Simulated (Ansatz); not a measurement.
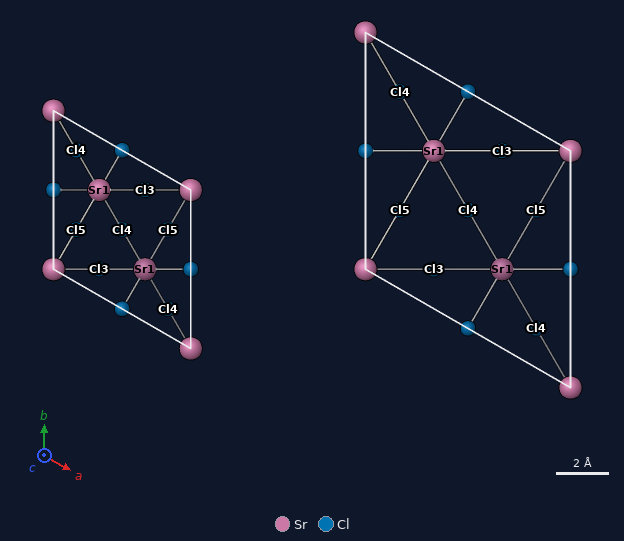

Two geometries of solid Sr2Cl3 (built on the random type) (coarse preliminary run), drawn at one scale. One is the start of a relaxation, the other its converged end. The picture is a ball-and-stick view of the conventional cell (3 times the calculation's cell), seen along the c axis. Lengths and directions refer to the drawn axes.

These are results of Ansatz 0.2.0, DFT PBE, scalar-relativistic, plane waves, PAW, not measurements. (plane-wave cutoff 420 eV; k-point mesh 3 × 3 × 3; occupations gaussian; smearing width 0.1 eV; no spin polarisation; cell and atoms relaxed; force threshold 0.04 eV/Å; at most 70 steps)

### Which one is relaxed?

The right one is the relaxed one. Case: random cell with space group R-3m (No. 166). No atom moves by more than 0.005 Å relative to the cell. The drawn cell changes as follows: a = b 6.211 → 9.274 Å (+49.3 %), c 16.459 → 17.759 Å (+7.9 %); the volume changes by +140.6 %. Some distances before and after: Cl–Sr 1.920 → 2.778 Å. Among the angles between lasting bonds that change: Cl–Sr–Cl 108.0° → 113.2°. The space group stays R-3m (No. 166). The energy falls by 32.327 eV per cell of the calculation in 17 accepted moves (20 points after the start). Largest force component: 22 eV/Å at the start, 0.024 eV/Å at the end. Pressure: 67.52 GPa at the start and −0.04 GPa at the end. The line search rejected the trial step at point 16 of the run. The SCF was repeated twice at an unchanged geometry on a basis and grid sized afresh for the cell, which shifted the energy by 0.303 eV per cell of the calculation at most. The run took 47 s on 1 thread of Intel(R) Xeon(R) 6975P-C (Granite Rapids) (shared host), peak memory 0.62 GiB.

Limits of the set-up: an odd number of electrons was run without spin polarisation, which fails if the electron would localise.
